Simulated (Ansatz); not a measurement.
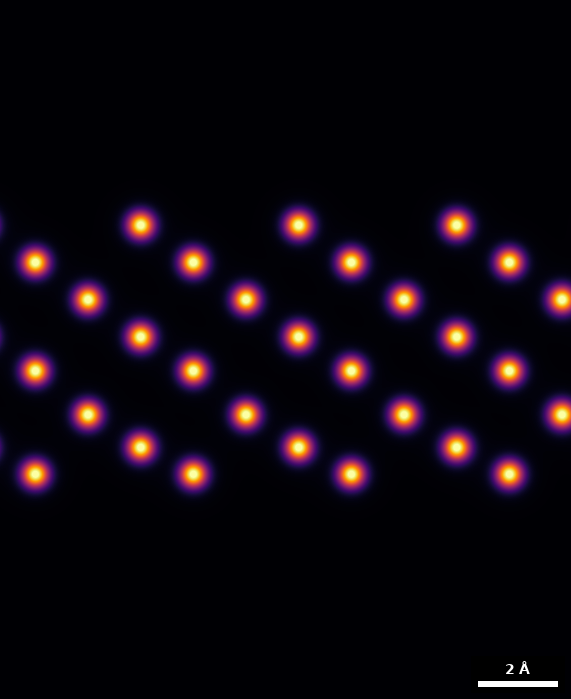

Cross-section of a slab, seen along a direction in its plane, the normal pointing up. Simulation: incoherent imaging, intensity Z^1.7 per atom, probe width 0.55 Å, thin sample. The probe carries 15 % of its weight in a tail 2.5 times as wide. Model: coordinates from a relaxation in a fixed cell under constraints with DFT PBE+D3(BJ), scalar-relativistic, plane waves, PAW in Ansatz 0.2.0. The model holds Ta.

> How many atomic planes does the slab have, and what do they hold from top to bottom?

8 planes (atoms within 0.35 Å in height count as one plane; some lie less than 0.7 Å apart in height):

| plane | content | depth below the top plane (Å) |
| --- | --- | --- |
| 1 | Ta | 0.0 |
| 2 | Ta | 0.9 |
| 3 | Ta | 1.9 |
| 4 | Ta | 2.8 |
| 5 | Ta | 3.7 |
| 6 | Ta | 4.8 |
| 7 | Ta | 5.7 |
| 8 | Ta | 6.3 |

> How thick is it, and how does it end on either side?

The outermost planes are 6.3 Å apart. The upper face ends in Ta and the lower in Ta, so the sequence of planes is the same from both sides.

The model is a (111) slab of Ta (Im-3m).
